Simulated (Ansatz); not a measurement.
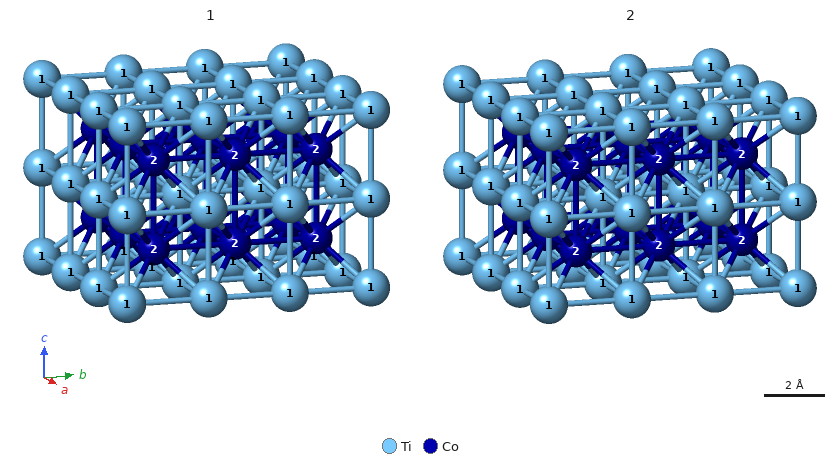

Two geometries of solid TiCo (set up in Pm-3m): one is the relaxed structure, the other was perturbed away from it. The picture is a ball-and-stick view of the cell of the calculation, repeated 3 × 3 × 2 with one cell outlined, seen slightly off an axis.

Level of theory: Ansatz, DFT PBEsol, scalar-relativistic, plane waves, PAW. (plane-wave cutoff 420 eV; k-point mesh 18 × 18 × 18; occupations gaussian; smearing width 0.1 eV; collinear spin)

Question: Which is the distorted one, and what does the distortion cost?

Answer: Structure 1 is the perturbed one. Biaxial strain in the a–b plane, −2.0 %, is applied. The c axis and the atoms are relaxed. The energy rises by 5.4 meV per atom. Pressure: 0.5 GPa before, 1.8 GPa after. The principal stresses (compression positive) are 0.0 GPa along c and 2.7 GPa across it. The absolute magnetisation per cell goes from 0.85 to 0.61 μB (net moment 0.74 and 0.51 μB). Cell: a = b 2.939 → 2.880 Å (−2.0 %), c 2.939 → 3.027 Å (+3.0 %). Volume −1.1 %. The atoms keep their places relative to the cell (all moves are under 0.005 Å). Among the bonded contacts that change: Ti–Ti 2.939 → 2.880 to 3.027 Å, Co–Co 2.939 → 2.880 to 3.027 Å, Co–Ti 2.545 → 2.537 Å. The space group (tolerance 0.01 Å) goes from Pm-3m (No. 221) to P4/mmm (No. 123).
